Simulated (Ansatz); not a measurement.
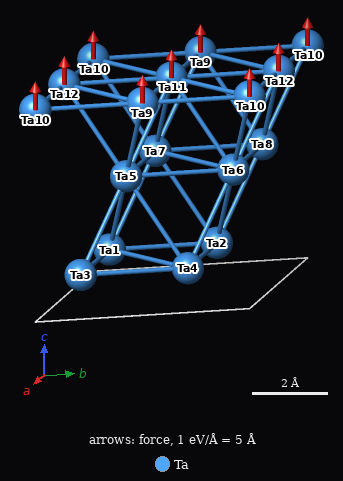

Starting geometry of a slab of composition Ta (cut from the Fm-3m phase) with the computed forces as red arrows. The picture is a ball-and-stick view of the cell of the calculation, outlined in the plane, without the vacuum, seen slightly off an axis.

Case: clean slab, lower planes held. The slab is the (1 1 1) face of Ta. 4 atoms are held fixed.

These are results of DFT PBE+D3(BJ), scalar-relativistic, plane waves, PAW (Ansatz), not measurements. Settings: plane-wave cutoff 420 eV; k-point mesh 4 × 4 × 1; occupations gaussian; smearing width 0.1 eV; no spin polarisation; dipole correction; atoms relaxed in a fixed cell; force threshold 0.03 eV/Å; at most 70 steps.

### Is this structure relaxed? If not, where do the atoms go?

It isn't relaxed: the largest force vector, on Ta atoms, is 0.16 eV/Å. The atoms end up moving mostly along the starting forces (cosine between the two patterns 0.89). The energy falls by 14.7 meV per cell of the calculation in 1 accepted move (2 points after the start). Largest force component: 0.16 eV/Å at the start, 0.0046 eV/Å at the end. The line search rejected the trial step at point 1 of the run. The largest moves, 0.046 Å, are those of Ta9, Ta10, Ta11 and Ta12. Ta9 goes along the normal (+c). The cell stays as it was. Among the contacts that change: Ta1–Ta5 2.957 → 2.976 Å. The run took 23 s on 4 threads of Arm Neoverse V1 (shared host), peak memory 1.1 GiB.
